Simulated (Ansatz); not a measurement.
C: several calculations on one system

**1. Relaxation**

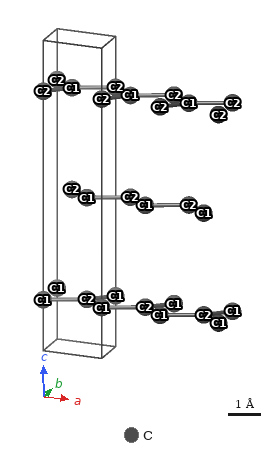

Crystalline C (set up in R-3m) (coarse preliminary run), before the relaxation. Style: ball-and-stick. Shown: the conventional cell (3 times the calculation's cell), repeated 3 × 1 × 1 with one cell outlined, slightly off an axis. Lengths and directions refer to the drawn axes.

Computed with DFT PBEsol, scalar-relativistic, plane waves, PAW (Ansatz 0.2.0).

Input file:
```yaml
crystal:
  lattice:
    - [1.2280263465, 0.7090013417, 3.3470108394]
    - [-1.2280263465, 0.7090013417, 3.3470108394]
    - [0.0, -1.4180026834, 3.3470108394]
  atoms:
    - { symbol: C, position: [0.164, 0.164, 0.164] }
    - { symbol: C, position: [0.836, 0.836, 0.836] }
basis:
  ecutwfc: 420
kpoints:
  mp_grid: { grid: [12, 12, 12] }
hamiltonian:
  xc: pbesol
scf:
  occupations: { method: gaussian, width: 0.1 }
output:
  forces: true
  stress: true
  eigenvalues: true
relax:
  adjacent_minimum: "off"
  f_tol: 0.05
  max_steps: 80
  cell: { stress_tol: 0.5 }
```

Run as
```bash
ansatz run input.yaml --threads 2 --pin off --max-ram 5120MiB --backend cpu --events-out ev --progress --plain --runs-dir out
```

Q: What does the optimiser find from here?

A: Over 3 accepted moves (5 points after the start) the energy falls by 12.8 meV per atom. Largest force component: 0.86 eV/Å at the start, 0.011 eV/Å at the end. The pressure goes from 1.13 to 0.22 GPa. At 2 points the geometry stayed and the basis and grid were re-selected for the new cell (energy shift of 1.0 meV per atom at most each time). The largest moves relative to the cell, 0.027 Å, are those of C1 and C2. C1 goes along +c. The volume changes by +3.6 %, with a = b 2.456 → 2.459 Å (+0.1 %), c 10.041 → 10.384 Å (+3.4 %). The space group stays R-3m (No. 166). The run took 6.3 s on 2 threads of Arm Neoverse V2, with other jobs on the host, peak memory 0.3 GiB.

Step by step:

```tsv
step	E − E(0), meV/atom	largest force component, eV/Å	pressure, GPa	volume, Å³/atom	note
0	0.00	0.8611	1.13	8.742	
1	-10.74	0.1974	-0.66	8.926	
2	-11.41	0.0041	-0.04	8.954	
3	-12.37	0.0044	0.11	8.954	same geometry, new basis
4	-12.29	0.0114	0.18	9.060	
5	-12.76	0.0115	0.22	9.060	same geometry, new basis
```

After the run, drawn alike:

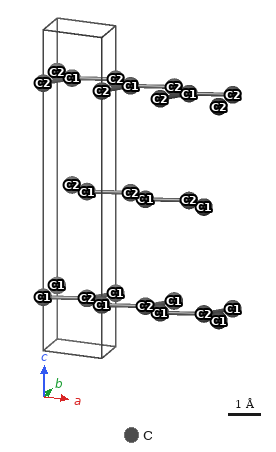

**2. Relaxation**

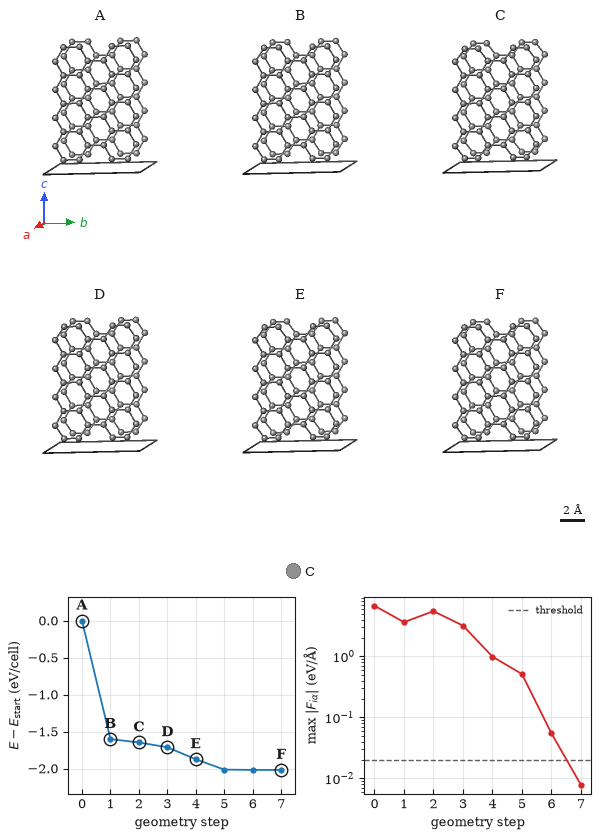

Frames of a relaxation of a slab of composition C (cut from the R-3m phase), marked on the history of the run. A ball-and-stick model of the 2 × 2 repeat of the cell, outlined in the plane, without the vacuum, seen slightly off an axis.

Case: (1 1 0) slab, atoms relaxed. The slab is the (1 1 0) face of C.

Theory: DFT PBEsol, scalar-relativistic, plane waves, PAW (Ansatz 0.2.0).

Input file:
```yaml
crystal:
  lattice:
    - [3.8680418282, 0.0, 0.0]
    - [-1.563126745, 3.9617361947, 0.0]
    - [0.0, 0.0, 24.835641012]
  atoms:
    - { symbol: C, position: [0.5000811939, 0.333360398, 0.3019853603] }
    - { symbol: C, position: [0.4999188061, 0.666639602, 0.3019853603] }
    - { symbol: C, position: [0.5000811939, 0.833360398, 0.3514890202] }
    - { symbol: C, position: [0.4999188061, 0.166639602, 0.3514890202] }
    - { symbol: C, position: [0.5000811939, 0.333360398, 0.4009926802] }
    - { symbol: C, position: [0.4999188061, 0.666639602, 0.4009926802] }
    - { symbol: C, position: [0.5000811939, 0.833360398, 0.4504963401] }
    - { symbol: C, position: [0.4999188061, 0.166639602, 0.4504963401] }
    - { symbol: C, position: [0.5000811939, 0.333360398, 0.5] }
    - { symbol: C, position: [0.4999188061, 0.666639602, 0.5] }
    - { symbol: C, position: [0.5000811939, 0.833360398, 0.5495036599] }
    - { symbol: C, position: [0.4999188061, 0.166639602, 0.5495036599] }
    - { symbol: C, position: [0.5000811939, 0.333360398, 0.5990073198] }
    - { symbol: C, position: [0.4999188061, 0.666639602, 0.5990073198] }
    - { symbol: C, position: [0.5000811939, 0.833360398, 0.6485109798] }
    - { symbol: C, position: [0.4999188061, 0.166639602, 0.6485109798] }
    - { symbol: C, position: [0.5000811939, 0.333360398, 0.6980146397] }
    - { symbol: C, position: [0.4999188061, 0.666639602, 0.6980146397] }
basis:
  ecutwfc: 420
kpoints:
  mp_grid: { grid: [10, 9, 1] }
hamiltonian:
  xc: pbesol
scf:
  occupations: { method: gaussian, width: 0.05 }
output:
  forces: true
  eigenvalues: true
  write_density: true
  write_potential: true
  elf: true
  volumetric_format: npy
relax:
  adjacent_minimum: "off"
  f_tol: 0.02
  max_steps: 60
efield:
  axis: 3
  dipole_correction: true
  ramp_width: 0.04
```

Run as
```bash
ansatz run input.yaml --threads 2 --pin off --max-ram 5120MiB --backend cpu --events-out ev --progress --plain --runs-dir out
```

What happens along the run?

Over 7 geometry steps the energy falls by 2.019 eV per cell of the calculation. The largest force component goes from 6.8 to 0.0078 eV/Å. The largest moves relative to the layer's centre, 0.14 Å, are those of C1, C2, C17 and C18. C2 goes at 41° to the normal (+c side). The lattice vectors keep their values. Some distances before and after: C17–C18 1.420 → 1.237 Å, C15–C16 1.420 → 1.392 Å, C13–C16 1.420 → 1.429 Å, C13–C14 1.420 → 1.414 Å. Among the angles between lasting bonds that change: C1–C4–C5 120.0° → 113.5°, C1–C4–C3 120.0° → 126.0°. The run took 8.6 min on 2 threads of Arm Neoverse V2, with other jobs on the host, peak memory 1.1 GiB. From step 0 to 1: C atoms move most (0.07 Å), energy −1.602 eV per cell of the calculation. From step 1 to 2: C atoms move most (0.12 Å), energy −45.4 meV per cell of the calculation. From step 2 to 3: C atoms move most (0.12 Å), energy −65.1 meV per cell of the calculation. From step 3 to 4: C atoms move most (0.09 Å), energy −0.163 eV per cell of the calculation. From step 4 to 7: C atoms move most (0.08 Å), energy −0.144 eV per cell of the calculation.

| step | E − E(0), meV/atom | largest force component, eV/Å |
| --- | --- | --- |
| 0 | 0.00 | 6.7715 |
| 1 | -89.01 | 3.6364 |
| 2 | -91.53 | 5.5064 |
| 3 | -95.15 | 3.1952 |
| 4 | -104.19 | 0.9913 |
| 5 | -111.92 | 0.5140 |
| 6 | -112.17 | 0.0549 |
| 7 | -112.18 | 0.0078 |

**3. A change**

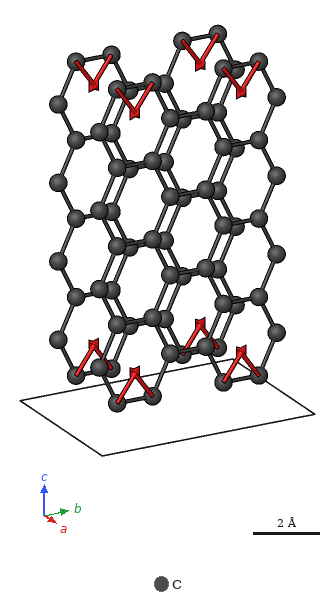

A (1 1 0) slab of C as cut from the relaxed bulk. The red arrows show how the atoms are displaced, magnified 10 times. The picture is a ball-and-stick view of the 2 × 2 repeat of the cell, outlined in the plane, without the vacuum, seen slightly off an axis.

These are results of DFT PBEsol, scalar-relativistic, plane waves, PAW in Ansatz, not measurements. (plane-wave cutoff 420 eV; occupations gaussian; no spin polarisation) The k-mesh is chosen for each cell (18×18×18, 10×9×1). Smearing widths differ between the runs.

Describe the change and its computed effect.

Answer. The atoms of the slab are relaxed at the bulk's in-plane cell. The surface energy (mean of the two faces) falls from 5.79 to 4.73 J/m². The top spacing, between the C2 and C2 planes, goes from 1.23 to 1.12 Å (−8.7 %), the bottom one (C2 to C2) from 1.23 to 1.12 Å (−8.7 %). The cell stays as it was. The largest moves relative to the layer's centre, 0.14 Å, are those of C atoms. Near-neighbour distances before and after: C–C 1.420 → 1.237 to 1.429 Å.
